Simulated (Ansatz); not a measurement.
Consider TiO$_{2}$.

Input

```
crystal:
  lattice:
    - [4.54534955, 0.0, 0.0]
    - [0.0, 5.51961944, 0.0]
    - [0.0, 0.0, 4.90919686]
  atoms:
    - { symbol: Ti, position: [0.0, 0.17299093, 0.75] }
    - { symbol: Ti, position: [0.5, 0.32700907, 0.25] }
    - { symbol: Ti, position: [0.0, 0.82700907, 0.25] }
    - { symbol: Ti, position: [0.5, 0.67299093, 0.75] }
    - { symbol: O, position: [0.27145062, 0.38172464, 0.91864908] }
    - { symbol: O, position: [0.77145062, 0.11827536, 0.08135092] }
    - { symbol: O, position: [0.22854938, 0.11827536, 0.41864908] }
    - { symbol: O, position: [0.72854938, 0.38172464, 0.58135092] }
    - { symbol: O, position: [0.27145062, 0.61827536, 0.41864908] }
    - { symbol: O, position: [0.77145062, 0.88172464, 0.58135092] }
    - { symbol: O, position: [0.22854938, 0.88172464, 0.91864908] }
    - { symbol: O, position: [0.72854938, 0.61827536, 0.08135092] }
hamiltonian:
  xc: pbe
  pseudopotentials: { kind: paw, level: accurate }
kpoints:
  mp_grid: { grid: [6, 5, 6] }
scf:
  occupations: { method: fermi_dirac, width: 0.05 }
output:
  forces: true
  stress: true
  eigenvalues: true
  write_density: true
  write_potential: true
  elf: true
  volumetric_format: npy
relax:
  f_tol: 0.01
  max_steps: 40
  cell: { stress_tol: 0.05 }
```

Run with:

```sh
ansatz run input.yaml --threads 4 --pin off --max-ram 11264MiB --backend cpu --events-out ev --progress --plain --runs-dir out
```

Below, planes, directions and counts refer to the conventional cell (a = 4.58 Å, b = 5.57 Å, c = 4.92 Å, α = 90.00°, β = 90.00°, γ = 90.00°).

The fields are those of the relaxed geometry.

Space group Pbcn; a structure from a database of computed crystals, not necessarily the ambient phase.

Theory: Ansatz, Kohn-Sham DFT of a periodic cell, PBE, Ansatz PAW accurate.

> Predict the valence pseudo-density and electron localisation function between the atoms.

Ti–O (1.87 Å): ρ at the midpoint is about 0.89 e/Å³; the ELF peaks at about 0.85 in the valence shell of O, 0.5 Å from its nucleus, and is about 0.25 at the midpoint; no shared electron pair shows on this line.

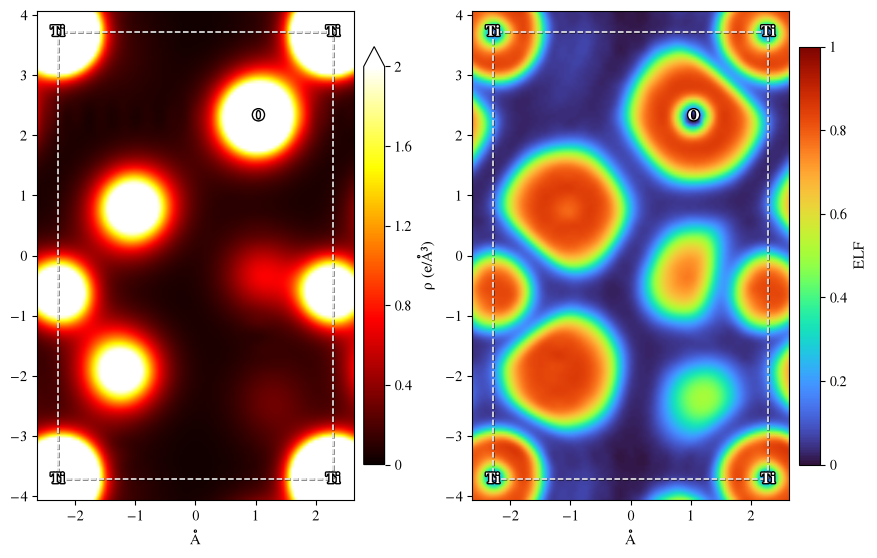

Computed valence pseudo-density and electron localisation function on the (011) plane of the conventional cell, in this order. Atoms just off the plane (Ti, 0.5 Å away and O, 0.4 Å away) can leave unmarked features too.

The density is the valence pseudo-density of a PAW calculation; it isn't the true density close to the nuclei.
